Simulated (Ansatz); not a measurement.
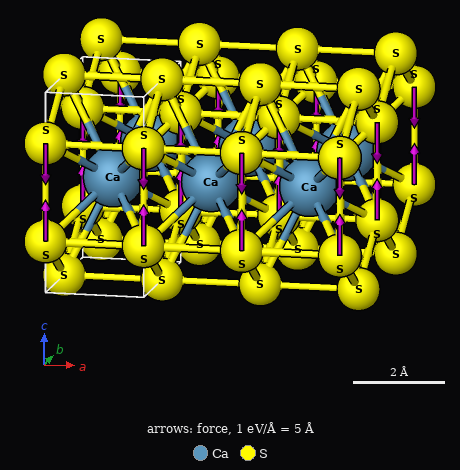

Starting geometry of a crystal of CaS₃ (a generated structure, set up in Pmmm) (coarse preliminary run) with the computed forces as purple arrows. Style: ball-and-stick. Shown: the cell of the calculation, repeated 3 × 2 × 1 with one cell outlined, slightly off an axis.

Method: DFT PBE, scalar-relativistic, plane waves, PAW in Ansatz 0.2.0. Settings: plane-wave cutoff 420 eV; k-point mesh 8 × 4 × 4; occupations gaussian; smearing width 0.1 eV; no spin polarisation; cell and atoms relaxed; force threshold 0.04 eV/Å; at most 70 steps.

Q: Is this structure relaxed? If not, where do the atoms go?

A: It isn't relaxed: the largest force vector, on S atoms, is 0.19 eV/Å. The atoms end up moving mostly along the starting forces (cosine between the two patterns 1.00). After 18 accepted moves (20 points after the start) the energy has fallen by 3471 meV per atom. The largest force component goes from 0.19 to 0.028 eV/Å. Pressure: 161.77 GPa at the start and 0.21 GPa at the end. At 2 points the geometry stayed and the basis and grid were re-selected for the new cell (energy shift of 155 meV per atom at most each time). The largest moves relative to the cell, 0.14 Å, are those of S atoms. Ca stays in place. The drawn cell changes as follows: a 2.227 → 3.701 Å (+66.2 %), b 3.745 → 5.234 Å (+39.8 %), c 4.540 → 4.604 Å (+1.4 %); the volume changes by +135.6 %. Among the contacts that change: S–S 2.227 → 3.701 Å, Ca–Ca 2.227 → 3.701 Å, Ca–S 2.444 → 3.354 Å, S–S 2.203 → 2.928 Å. Bond angles that change, for instance: Ca–S–Ca 127.8° → 102.4°, Ca–S–Ca 126.1° → 145.7°, Ca–S–S 63.0° → 72.8°. The space group stays Pmmm (No. 47). Cost: 34 s on 1 thread of Intel(R) Xeon(R) 6975P-C (Granite Rapids) (shared host), peak memory 0.43 GiB.

Limits of the set-up: the k-point mesh is coarse for a cell with partly filled bands.
